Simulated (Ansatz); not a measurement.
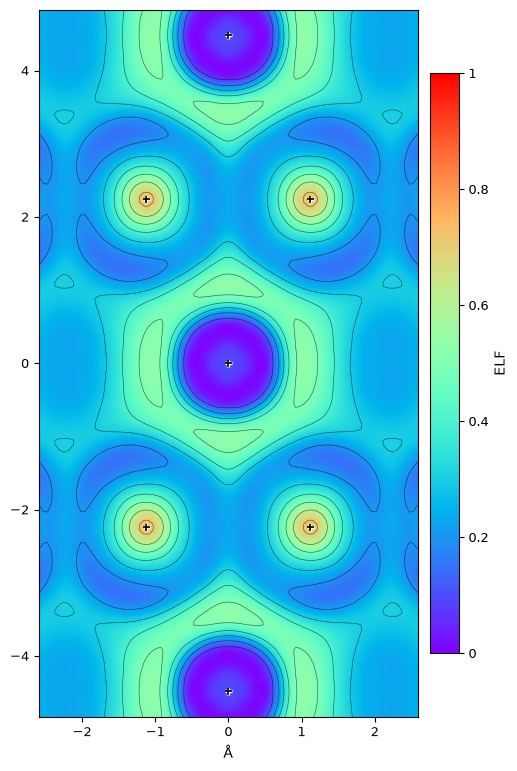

The electron localisation function on a plane through atoms (crosses mark nuclei in the plane).

The calculation used DFT r2SCAN, scalar-relativistic, plane waves, PAW in Ansatz 0.2.0.

Candidates:
A. TaSi₂, a = 5.63 Å, b = 5.63 Å, c = 5.63 Å, α = 90.00°, β = 90.00°, γ = 90.00°. Space group Pn-3m; started from the cuprite_224 prototype, which need not be the ambient phase.
B. Ni₂Ge, a = 3.98 Å, b = 3.98 Å, c = 5.04 Å, α = 90.00°, β = 90.00°, γ = 120.00°. Space group P6₃/mmc; a structure from a database of computed crystals, not necessarily the ambient phase; started from the database_194 prototype, which need not be the ambient phase; computed without spin polarisation.
C. AlNi₃, a = 4.48 Å, b = 4.48 Å, c = 4.48 Å, α = 90.00°, β = 90.00°, γ = 90.00°. Space group Pm-3n; started from the A15_223 prototype, which need not be the ambient phase; spin-polarised.

Question: Which candidate gave the map?

Answer: Candidate C: AlNi₃ on the (100) plane of the conventional cell, which holds Al and Ni. Ni–Ni (2.24 Å): the ELF is about 0.25 at the midpoint (no localised pair shows between them). Al–Ni (2.51 Å): the ELF is about 0.40 at the midpoint.
